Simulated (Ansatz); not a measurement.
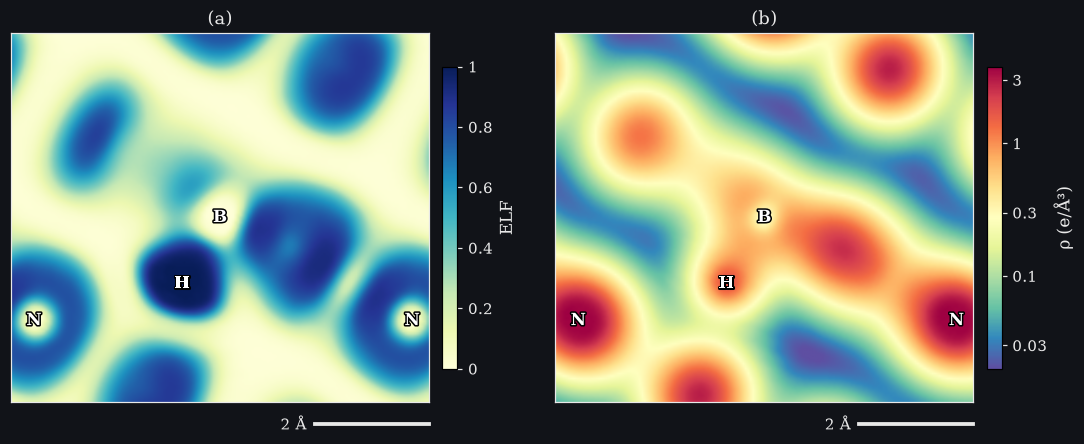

B12HN12 (cell with a defect). (a) ELF; (b) valence electron density on the (001) plane of the calculation cell.

Spin-polarised.

All numbers below come from Ansatz, DFT PBE+D3(BJ), scalar-relativistic, plane waves, PAW.

In a PAW calculation such maps are meaningful between the atoms, not at the nuclei.

Question: Describe what can be read from this map.

Answer: The plane passes through B, N and H nuclei. Atoms just off the plane (B, 0.5 Å away and N, 0.5 Å away) can leave unmarked features too. B–H (1.34 Å): ρ is about 0.82 e/Å³ halfway; the ELF climbs to about 1 towards the hydrogen, as it does in any bond to H. Between the atoms the lowest density in this plane is 0.02 e/Å³.
